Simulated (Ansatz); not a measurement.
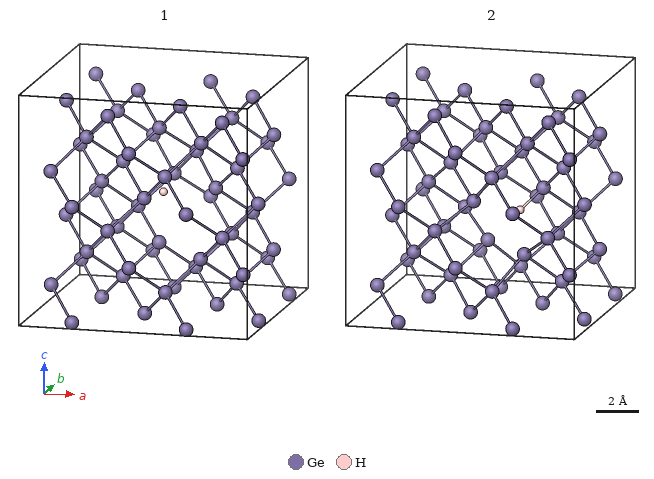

Two geometries of a defect cell of composition Ge63H, drawn at one scale. One is the start of a relaxation, the other its converged end. Style: ball-and-stick. Shown: the cell of the calculation (origin shifted), slightly off an axis.

These are results of Ansatz, DFT, PBEsol, PAW, plane waves, not measurements. Settings: plane-wave cutoff 420 eV; k-point mesh 1 × 1 × 1; mesh shifted by (0.25, 0.25, 0.25); collinear spin; atoms relaxed in a fixed cell; force threshold 0.03 eV/Å; at most 80 steps.

Q: Which one is relaxed?

A: Structure 2 is the relaxed one. The H atom moves most: 1.87 Å along [3 −1 −1]. Largest moves by element: H 1.87 Å, Ge 0.32 Å. The lattice vectors keep their values. Some distances before and after: Ge–H 2.570 → 1.579 Å, Ge–Ge 2.399 → 2.497 Å, Ge–Ge 2.444 → 2.519 Å, Ge–Ge 2.386 → 2.462 Å. New bonds form, among them: Ge–H (2.57 → 1.58 Å). Bond angles that change, for instance: Ge–Ge–Ge 109.3° → 118.7°, Ge–Ge–Ge 108.8° → 117.2°, Ge–Ge–Ge 109.4° → 117.6°. After 12 geometry steps the energy has fallen by 2.674 eV per cell of the calculation. The largest force component goes from 0.92 to 0.025 eV/Å. Cost: 36 s on 1 × NVIDIA GB300 Max-Q with 8 threads of Arm Neoverse-V2, peak memory 2.3 GiB.
